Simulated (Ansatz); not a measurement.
# Bi2S2O (P4/nmm): the gap up the ladder of methods

What gap does each level of theory give for Bi2S2O (P4/nmm), and in what time?

Main program and level: Ansatz 0.2.0; density functionals, hybrids and G0W0, plane waves, PAW.

**1. Set-up**

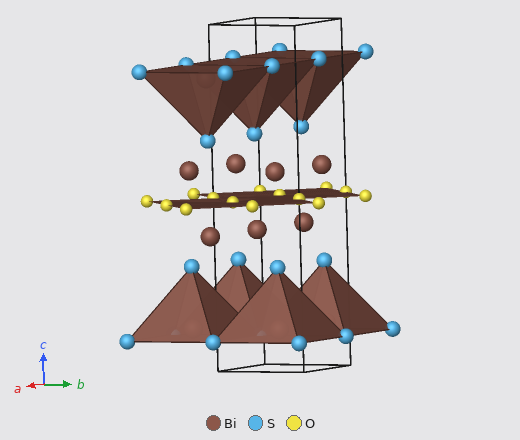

The starting structure, seen slightly off an axis (bismuth brown, sulfur blue, oxygen yellow). 2×1×1 cells are drawn. Some periodic images of atoms are drawn too.

Coordinates:

```cif
data_structure
_symmetry_space_group_name_H-M 'P4/nmm:1'
_symmetry_Int_Tables_number 129
_cell_length_a 3.9541
_cell_length_b 3.9541
_cell_length_c 14.0506
_cell_angle_alpha 90.000
_cell_angle_beta 90.000
_cell_angle_gamma 90.000
_cell_volume 219.68
loop_
_atom_site_label
_atom_site_type_symbol
_atom_site_symmetry_multiplicity
_atom_site_Wyckoff_symbol
_atom_site_fract_x
_atom_site_fract_y
_atom_site_fract_z
_atom_site_occupancy
Bi1 Bi 2 c 0.00000 0.50000 0.86650 1
Bi2 Bi 2 c 0.50000 0.00000 0.58909 1
S1 S 2 c 0.50000 0.00000 0.89431 1
S2 S 2 c 0.00000 0.50000 0.68749 1
O1 O 2 b 0.00000 0.00000 0.50000 1
```

The cell and positions are those that the Materials Project relaxed with its own functionals (PBE, PBE+U or r2SCAN), kept fixed. Spin-orbit coupling is left out unless a step names it. The default PAW set here is soft_2. Its files were made with PBE.

**2. LDA on the 6×6×2 mesh**

This step: DFT, LDA, plane waves, PAW.

The input, input.yaml:

```yaml
crystal:
  lattice:
    - [3.95410139, 0.0, 0.0]
    - [0.0, 3.95410139, 0.0]
    - [0.0, 0.0, 14.05057958]
  atoms:
    - { symbol: Bi, position: [0.0, 0.5, 0.86649583] }
    - { symbol: Bi, position: [0.5, 0.0, 0.13350417] }
    - { symbol: Bi, position: [0.5, 0.0, 0.58909314] }
    - { symbol: Bi, position: [0.0, 0.5, 0.41090686] }
    - { symbol: S, position: [0.5, 0.0, 0.89431341] }
    - { symbol: S, position: [0.0, 0.5, 0.10568659] }
    - { symbol: S, position: [0.0, 0.5, 0.68748752] }
    - { symbol: S, position: [0.5, 0.0, 0.31251248] }
    - { symbol: O, position: [0.0, 0.0, 0.5] }
    - { symbol: O, position: [0.5, 0.5, 0.5] }
kpoints:
  mp_grid: { grid: [6, 6, 2] }
  band_path:
    path:
      - [0.0, 0.0, 0.0]
      - [0.0, 0.5, 0.0]
      - [0.5, 0.5, 0.0]
      - [0.0, 0.0, 0.5]
      - [0.0, 0.5, 0.5]
      - [0.5, 0.5, 0.5]
    npoints: 1
hamiltonian:
  xc: lda
scf:
  occupations: { method: fixed }
  n_extra_bands: 7
output:
  eigenvalues: true
```

Command:

```bash
$ ansatz run input.yaml --threads 3 --pin off --max-ram 92160MiB --backend cuda --events-out ev --progress --plain --runs-dir out --devices 1 --max-vram 13GiB
```

Numbers of over 12 decimals in the logs are rounded to 6 here.

Log:

```text
scf.n_extra_bands = 7 over 48 filled bands (N_el = 96.0): the run solves 55 bands
GPUs: using 1 of 1 available (devices: 1).
Engine: ansatz 0.2.0, x86_64-unknown-linux-gnu
Pseudopotentials: kind: paw
Pseudopotential: Bi, paw, valence charge 15, recommended cutoff 420 eV (normal), Bi.paw.azcp
Pseudopotential: S, paw, valence charge 6, recommended cutoff 420 eV (normal), S.paw.azcp
Pseudopotential: O, paw, valence charge 6, recommended cutoff 420 eV (normal), O.paw.azcp
Functional definition: SPW92
  exchange = slater_x
  correlation = pw_c
device memory: the entry about to start is reckoned to put 3.3 GiB on a device that reports 52.0 GiB free (of which the cap on the GPU budget leaves the run 13.0 GiB)
GPU FFT provider: cuFFT
GPU libraries: cuBLAS 13.8.2, cuFFT 12.4.0, cuSOLVER 12.3.4
Crystal: 10 atoms, lattice volume = 219.680 Å³
Basis set: ecut = 420 eV, 4319 PW (Γ)
Bands: 55, of which v1, the nominal top of the filled ones, is band 48 counted from 1 (47 counted from 0)
Symmetry: 16 space group operations
Space group: P4/nmm (ITA 129), of the structure as read, at distance tolerance 6.0e-5 Å
k-points: 20 of 72
Non-local potential: Bi, projectors of the file, l = 0: 2, l = 1: 2, l = 2: 2, l = 3: 2
Non-local potential: S, projectors of the file, l = 0: 2, l = 1: 2, l = 2: 2
Non-local potential: O, projectors of the file, l = 0: 2, l = 1: 2, l = 2: 1
PAW form: soft (Blöchl's): semilocal exchange-correlation on the pseudo side does not see the compensation charge
PAW frozen core: Bi, regenerated for the run's functional, and the local potential with it (the file was generated under x = pbe(κ = 0.804, μ = 0.219515), c = pbe(β = 0.066725))
PAW frozen core: S, regenerated for the run's functional, and the local potential with it (the file was generated under x = pbe(κ = 0.804, μ = 0.219515), c = pbe(β = 0.066725))
PAW frozen core: O, regenerated for the run's functional, and the local potential with it (the file was generated under x = pbe(κ = 0.804, μ = 0.219515), c = pbe(β = 0.066725))
PAW one-centre angular grid: Bi, 590 points (default); XC on 64 Gauss nodes
PAW one-centre angular grid: S, 110 points (default); XC on 64 Gauss nodes
PAW one-centre angular grid: O, 110 points (default); XC on 64 Gauss nodes
Initial density: superposition of atomic densities (neutral atoms: chi_scale 0, normalization atom), corrected by the library's trained network
Initial wavefunctions: pseudopotential atomic-orbital guess
GPU buffer pool allocated for 69984 grid points (all kernels)
GPU transforms: local potential and band sums: pruned to the plane-wave sphere, on 27×27×96
Functional: x = slater, c = lda
SCF iter   1: F=—  HF=-52934.023705 eV  |F-HF|=—  |Δ(HF+E_count)|=         —  Δρ=1.05e-2  dr2=3.89e-1  ethr=1.77e-3  ⟨swp⟩=4.2  Hψ=4108  notcnv=0  defer=83
preconditioner: auto → Resta (q_TF=auto, 2.377 Å⁻¹)  ε∞=3.4  [insulator: Δε(μ)=0.887 eV  Ē_g=15.855 eV  n_scr=50 (ndim 8)  ℏωp=24.5 eV  f_vac=0.004  ε∞_Penn≈3.4]
SCF iter   2: F=—  HF=-52933.975945 eV  |F-HF|=—  |Δ(HF+E_count)|=   4.78e-2  Δρ=6.01e-3  dr2=1.88e-1  ethr=4.06e-4  ⟨swp⟩=2.1  Hψ=1880  notcnv=0  defer=100
SCF iter   3: F=—  HF=-52933.953513 eV  |F-HF|=—  |Δ(HF+E_count)|=   2.24e-2  Δρ=2.25e-3  dr2=9.93e-3  ethr=1.96e-4  ⟨swp⟩=2.1  Hψ=1475  notcnv=0  defer=99
SCF iter   4: F=—  HF=-52933.951143 eV  |F-HF|=—  |Δ(HF+E_count)|=   2.37e-3  Δρ=7.08e-4  dr2=1.09e-3  ethr=1.03e-5  ⟨swp⟩=2.0  Hψ=1530  notcnv=0  defer=100
SCF iter   5: F=—  HF=-52933.950981 eV  |F-HF|=—  |Δ(HF+E_count)|=   1.62e-4  Δρ=2.80e-4  dr2=2.30e-4  ethr=1.14e-6  ⟨swp⟩=2.0  Hψ=1368  notcnv=0  defer=91
SCF iter   6: F=—  HF=-52933.950919 eV  |F-HF|=—  |Δ(HF+E_count)|=   6.22e-5  Δρ=7.24e-5  dr2=9.42e-6  ethr=2.40e-7  ⟨swp⟩=2.0  Hψ=1583  notcnv=0  defer=39
SCF iter   7: F=—  HF=-52933.951263 eV  |F-HF|=—  |Δ(HF+E_count)|=   3.44e-4  Δρ=1.84e-5  dr2=7.77e-7  ethr=9.82e-9  ⟨swp⟩=2.4  Hψ=1603  notcnv=0  defer=24
SCF iter   8: F=-52933.951263 eV  HF=-52933.951263 eV  |F-HF|=3.58e-8  |Δ(HF+E_count)|=   2.18e-7  Δρ=4.41e-6  dr2=6.50e-8  ethr=1.04e-10  ⟨swp⟩=9.8  Hψ=3964  notcnv=0
SCF 1 converged in 8 iterations: F = -52933.951263 eV  dr2 = 6.50e-8
[...]
device memory: the entry about to start is reckoned to put 3.1 GiB on a device that reports 51.9 GiB free (of which the cap on the GPU budget leaves the run 13.0 GiB)
NSCF: frozen V_eff on 6 k-points
SCF converged after 8 iterations
Free energy (F): -52933.951263 eV
Harris-Foulkes:  -52933.951263 eV  (|F-HF|=3.58e-8)
Internal energy: -52933.951263 eV  (E = F + TS)
E sigma→0 (E₀):  -52933.951263 eV
Fermi energy:    8.230795 eV
--- Per-component energies (eV) ---
  E_band       = -443.722615
  E_kinetic    = 1979.693755
  E_local      = -8874.238880  (includes V_loc(G=0)·N_el)
  E_nonlocal   = 2485.907533
  E_hartree    = 3167.631390
  E_xc         = -1133.770739
  E_vxc        = -1117.645818  (∫ρ·V_xc dr)
  E_paw        = -43979.784009  (= ΣΔE_a)
  E_vpaw       = -1252.714743  (= ΣTr[D̂ρ^β])
  E_aug_tail   = 0.002863  (compensation charges beyond the density's cutoff)
  E_ewald      = -6580.180271
  E_core_change = 0.787094  (= ΣΔE_core)
  E_smearing   = -0.000000  (= −TS)
  E_closure    = -0.000000  (closes the sum)
  Σ components = -52933.951263   (vs F -52933.951263, Δ=0.00e0)
--- Band table (eV; the first three rows and the last of 20) ---
  k-point 0: bands = [... 44 lower, 7.2661, 7.3322, 7.4957, 7.4957, 9.5745, 10.2921, 12.0289, 12.1905, ... 3 higher]
  k-point 1: bands = [... 44 lower, 7.1331, 7.3627, 7.5142, 7.5142, 9.6823, 10.4140, 11.9630, 12.2707, ... 3 higher]
  k-point 2: bands = [... 44 lower, 7.2382, 7.3443, 7.5410, 7.5521, 10.4798, 10.7697, 11.4697, 11.6768, ... 3 higher]
  k-point 19: bands = [... 44 lower, 6.7456, 6.7456, 7.2198, 7.2198, 11.2373, 11.2373, 11.8703, 11.8703, ... 3 higher]
```

It took 3.2 s on 1 × NVIDIA H100 80GB HBM3 (shared by 6 runs) with 3 threads of AMD EPYC 7R13 (Zen 3), shared host; peak memory 0.94 GiB.

Numbers from this step:

| Item | Value |
| --- | --- |
| gap | 0.9161 eV |
| valence top at | X |
| conduction bottom at | X |
| least direct gap | 0.9161 eV |

Over mesh and listed points the gap is 0.916 eV, direct, at k = (0.000, 0.500, 0.000).

**3. r2SCAN on the 6×6×2 mesh**

Levels along a band path and on the mesh show where this functional puts the band edges.

This step: DFT, r2SCAN, plane waves, PAW.

Changes to input.yaml since step 2:

```diff
@@ -20,13 +20,10 @@
     path:
-      - [0.0, 0.0, 0.0]
-      - [0.0, 0.5, 0.0]
-      - [0.5, 0.5, 0.0]
-      - [0.0, 0.0, 0.5]
-      - [0.0, 0.5, 0.5]
-      - [0.5, 0.5, 0.5]
-    npoints: 1
+      - [[0.0, 0.0, 0.0], [0.0, 0.5, 0.0], [0.5, 0.5, 0.0], [0.0, 0.0, 0.0], [0.0, 0.0, 0.5], [0.0, 0.5, 0.5], [0.5, 0.5, 0.5], [0.0, 0.0, 0.5]]
+      - [[0.0, 0.5, 0.0], [0.0, 0.5, 0.5]]
+      - [[0.5, 0.5, 0.0], [0.5, 0.5, 0.5]]
+    npoints: 10
 hamiltonian:
-  xc: lda
+  xc: r2scan
 scf:
-  occupations: { method: fixed }
+  occupations: { method: fermi_dirac, width: 0.02 }
   n_extra_bands: 7
@@ -34 +31,5 @@
   eigenvalues: true
+  write_density: true
+  write_potential: true
+  elf: true
+  volumetric_format: npy
```

Log:

```text
[...]
GPUs: using 1 of 1 available (devices: 1).
[...]
GPU FFT provider: cuFFT
GPU libraries: cuBLAS 13.8.2, cuFFT 12.4.0, cuSOLVER 12.3.4
Crystal: 10 atoms, lattice volume = 219.680 Å³
Basis set: ecut = 500 eV, 5587 PW (Γ), exchange–correlation on 120×120×432 points (64 copies of the dense FFT grid, shifted against one another)
Bands: 55, of which v1, the nominal top of the filled ones, is band 48 counted from 1 (47 counted from 0)
Symmetry: 16 space group operations
[...]
k-points: 20 of 72
[...]
GPU buffer pool allocated for 97200 grid points (all kernels)
[...]
SCF iter   1: F=—  HF=-54406.787572 eV  |F-HF|=—  |Δ(HF+E_count)|=         —  Δρ=6.10e-3  dr2=9.11e-2  dr2_τ=1.33e-1  ethr=1.77e-3  ⟨swp⟩=6.7  Hψ=4401  notcnv=0
[...]
SCF iter   8: F=-54406.881222 eV  HF=-54406.881222 eV  |F-HF|=1.13e-9  |Δ(HF+E_count)|=   2.81e-7  Δρ=2.54e-6  dr2=2.48e-8  dr2_τ=7.23e-10  ethr=1.04e-10  ⟨swp⟩=8.2  Hψ=3630  notcnv=0
SCF 1 converged in 8 iterations: F = -54406.881222 eV  dr2 = 2.48e-8
[...]
NSCF: frozen V_eff on 93 k-points
SCF converged after 8 iterations
Free energy (F): -54406.881222 eV
[...]
Internal energy: -54406.881222 eV  (E = F + TS)
E sigma→0 (E₀):  -54406.881222 eV
Fermi energy:    9.020412 eV
[...]
--- Band table (eV; the first three rows and the last of 20) ---
  k-point 0: bands = [... 44 lower, 7.2772, 7.3778, 7.5252, 7.5252, 10.1767, 10.9637, 12.5717, 12.8006, ... 3 higher]
  k-point 1: bands = [... 44 lower, 7.1998, 7.3525, 7.5425, 7.5425, 10.2684, 11.0780, 12.5499, 12.8977, ... 3 higher]
  k-point 2: bands = [... 44 lower, 7.2865, 7.4109, 7.5804, 7.6056, 11.0492, 11.4175, 12.0191, 12.1969, ... 3 higher]
  k-point 19: bands = [... 44 lower, 6.7679, 6.7679, 7.2156, 7.2156, 11.8174, 11.8174, 12.4854, 12.4854, ... 3 higher]
```

It took 14 s on 1 × NVIDIA H100 80GB HBM3 (shared by 6 runs) with 3 threads; peak memory 1.3 GiB.

This step gave:

```
filled bands         : 48
gap                  : 1.191 eV
valence top at       : X
conduction bottom at : X
least direct gap     : 1.191 eV
```

Over mesh and path the gap is 1.191 eV, direct, at k = (0.000, 0.500, 0.000). r2SCAN against LDA: 1.191 − 0.916 = +0.275 eV. The runs also differ in plane-wave cutoff (420 eV and 500 eV), so how much of this comes from the functional alone is not known.

**4. r2SCAN+SOC on the 6×6×2 mesh**

This run has two-component orbitals with spin-orbit coupling.

This step: DFT, r2SCAN with spin-orbit coupling, plane waves, PAW.

input.yaml, the sections that differ from step 3:

```yaml
kpoints:
  mp_grid: { grid: [6, 6, 2] }
  band_path:
    path:
      - [0.0, 0.0, 0.0]
      - [0.0, 0.5, 0.0]
      - [0.5, 0.5, 0.0]
      - [0.0, 0.0, 0.5]
      - [0.0, 0.5, 0.5]
      - [0.5, 0.5, 0.5]
    npoints: 1
scf:
  occupations: { method: fermi_dirac, width: 0.02 }
  n_extra_bands: 14
magnetization:
  noncollinear: true
  spin_orbit: true
output:
  eigenvalues: true
# crystal, hamiltonian: as in step 3
```

Log:

```text
[...]
GPUs: using 1 of 1 available (devices: 1).
[...]
non-collinear run that drives no moment, with spin-orbit: no starting moment large enough to seed its density (crystal.atoms[].spin), no starting occupations that ask for one, no magnetisation constraint and no magnetic field, so the semilocal B_xc is pinned to zero
[...]
GPU FFT provider: cuFFT
[...]
k-point 0: bands = [... 92 lower, 7.3644, 7.3644, 7.4597, 7.4597, 9.7827, 9.7827, 10.3576, 10.3576, ... 10 higher]
  k-point 1: bands = [... 92 lower, 7.3964, 7.3964, 7.4779, 7.4779, 9.8534, 9.8534, 10.4199, 10.4199, ... 10 higher]
  k-point 2: bands = [... 92 lower, 7.4532, 7.4532, 7.5306, 7.5306, 10.5253, 10.5253, 10.7381, 10.7381, ... 10 higher]
  k-point 19: bands = [... 92 lower, 7.1900, 7.1900, 7.1900, 7.1900, 11.3354, 11.3354, 11.3354, 11.3354, ... 10 higher]
[key lines of the parts left out:]
SCF converged after 10 iterations
Magnetization: |M| = 0.0000 μB,  M = (+0.0000, +0.0000, +0.0000) μB
Free energy (F): -54269.493038 eV
Fermi energy:    8.730506 eV
```

Elapsed: 13 s, on 1 × NVIDIA H100 80GB HBM3 (shared by 6 runs) with 3 threads; peak memory 1.4 GiB.

This step gave:

```
gap                  : 0.6350 eV
valence top at       : R
conduction bottom at : X
least direct gap     : 0.6356 eV
```

Over mesh and listed points the gap is 0.635 eV, from k = (0.000, 0.500, 0.500) to k = (0.000, 0.500, 0.000), and equal within 1 meV to the least direct gap at k = (0.000, 0.500, 0.000). r2SCAN+SOC against r2SCAN: 0.635 − 1.191 = −0.556 eV. Mesh, set of files and cutoff are the same, but the valence top lies at another k point, so this need not be the shift of one pair of states. The spin-orbit run sees mesh and listed points alone, so its gap is an upper bound: the coupling can move an edge off these points, and the change over the zone, its sign included where it is small, is not known.

**5. HSE06 on the 4×4×2 mesh**

HSE06 mixes in a quarter of exact exchange at short range.

This step: DFT, HSE06, plane waves, PAW.

Changes to input.yaml since step 4:

```diff
@@ -17,3 +17,3 @@
 kpoints:
-  mp_grid: { grid: [6, 6, 2] }
+  mp_grid: { grid: [4, 4, 2] }
   band_path:
@@ -28,9 +28,6 @@
 hamiltonian:
-  xc: r2scan
+  xc: hse06
 scf:
-  occupations: { method: fermi_dirac, width: 0.02 }
-  n_extra_bands: 14
-magnetization:
-  noncollinear: true
-  spin_orbit: true
+  occupations: { method: fixed }
+  n_extra_bands: 7
 output:
```

Log:

```text
[...]
GPUs: using 1 of 1 available (devices: 1).
[...]
davidson cushion auto → on  (no smearing: the cushion is to keep the highest requested band from converging to the state above it; pin scf.eigensolver.cushion to override)
[...]
GPU FFT provider: cuFFT
GPU libraries: cuBLAS 13.8.2, cuFFT 12.4.0, cuSOLVER 12.3.4
Crystal: 10 atoms, lattice volume = 219.680 Å³
Basis set: ecut = 420 eV, 4319 PW (Γ)
[...]
Fermi energy:    8.232623 eV
[...]
--- Band table (eV; the first three rows and the last of 12) ---
  k-point 0: bands = [... 44 lower, 6.8592, 7.0575, 7.1036, 7.1036, 10.2817, 11.0704, 12.8211, 13.0181, ... 3 higher]
  k-point 1: bands = [... 44 lower, 6.8362, 6.9437, 7.1257, 7.1257, 10.3836, 11.2013, 12.7639, 13.0665, ... 3 higher]
  k-point 2: bands = [... 44 lower, 6.9830, 7.1664, 7.2219, 7.3186, 11.3463, 11.6355, 11.6389, 11.9073, ... 3 higher]
  k-point 11: bands = [... 44 lower, 6.2426, 6.2426, 6.8213, 6.8213, 11.9466, 11.9466, 12.6756, 12.6756, ... 3 higher]
[key lines of the parts left out:]
Free energy (F): -54346.818062 eV
```

Wall time 34 s (1 × NVIDIA H100 80GB HBM3 (shared by 6 runs) with 3 threads); peak memory 1.6 GiB; 49 s of CPU time.

Numbers from this step:

| Property | Result |
| --- | --- |
| gap | 1.387 eV |
| valence top at | X |
| conduction bottom at | X |
| least direct gap | 1.387 eV |
| exact-exchange fraction | 0.25 |

Over mesh and listed points the gap is 1.387 eV, direct, at k = (0.000, 0.500, 0.000). HSE06 against LDA: 1.387 − 0.916 = +0.471 eV. The runs also differ in mesh (6×6×2 and 4×4×2), so how much of this comes from the functional alone is not known.

**6. PBE0 on the 4×4×2 mesh**

PBE0 mixes in a quarter of exact exchange at all distances.

This step: DFT, PBE0, plane waves, PAW.

Changes to input.yaml since step 5:

```diff
@@ -28,3 +28,3 @@
 hamiltonian:
-  xc: hse06
+  xc: pbe0
 scf:
@@ -34 +34,5 @@
   eigenvalues: true
+  write_density: true
+  write_potential: true
+  elf: true
+  volumetric_format: npy
```

Log:

```text
[...]
GPUs: using 1 of 1 available (devices: 1).
[...]
GPU FFT provider: cuFFT
GPU libraries: cuBLAS 13.8.2, cuFFT 12.4.0, cuSOLVER 12.3.4
Crystal: 10 atoms, lattice volume = 219.680 Å³
Basis set: ecut = 420 eV, 4319 PW (Γ)
Bands: 55, of which v1, the nominal top of the filled ones, is band 48 counted from 1 (47 counted from 0)
Symmetry: 16 space group operations
[...]
k-points: 12 of 32
[...]
Fermi energy:    7.918960 eV
[...]
--- Band table (eV; the first three rows and the last of 12) ---
  k-point 0: bands = [... 44 lower, 6.4863, 6.7127, 6.7353, 6.7353, 10.6045, 11.4007, 13.1850, 13.3847, ... 3 higher]
  k-point 1: bands = [... 44 lower, 6.4825, 6.5751, 6.7578, 6.7578, 10.7105, 11.5343, 13.1242, 13.4057, ... 3 higher]
  k-point 2: bands = [... 44 lower, 6.6181, 6.8168, 6.8593, 6.9635, 11.6718, 11.9726, 11.9763, 12.2514, ... 3 higher]
  k-point 11: bands = [... 44 lower, 5.8577, 5.8577, 6.4613, 6.4613, 12.2957, 12.2957, 13.0275, 13.0275, ... 3 higher]
[key lines of the parts left out:]
Free energy (F): -54335.354686 eV
```

The job ended after 34 s (1 × NVIDIA H100 80GB HBM3 (shared by 6 runs) with 3 threads; peak memory 1.6 GiB).

Numbers from this step:

| Quantity | Value |
| --- | --- |
| gap | 2.002 eV |
| valence top at | X |
| conduction bottom at | X |
| least direct gap | 2.002 eV |
| exact-exchange fraction | 0.25 |

Over mesh and listed points the gap is 2.002 eV, direct, at k = (0.000, 0.500, 0.000). PBE0 against HSE06: 2.002 − 1.387 = +0.615 eV, with the same mesh, files and cutoff, and both edges at the same k points.

[end of part 1 of 2]

[Paths, hosts, dates, memory and timing lines, banners, echoed tables and standing remarks are left out of the program output.]

[Logs are printed without paths, hosts, clocks, repeated set-up lines and the standing remarks that a program may print on its own settings, such as how far it seeks lower states.]

[Runs of the session that timed out or met a known fault of the program may be left out.]

[Cells called generated may have been cut or substituted from an entry of the Crystallography Open Database or the Materials Project.]

[Hosts, paths, dates, database ids (printed as entryN), source tags and the programs' standing remarks are cut or masked in the printed files.]

[Where an RPA ε∞ is given, it is that of the G0W0 mesh and is not shown converged in it. Names of k-points follow the symmetry that the program found, which can be lower than the space group named. Band edges on a path are those of the sampled points; other points can move an edge, and change direct to indirect where valleys lie close.]

[Hybrid gaps are those of their k-mesh and are not shown converged in it.]
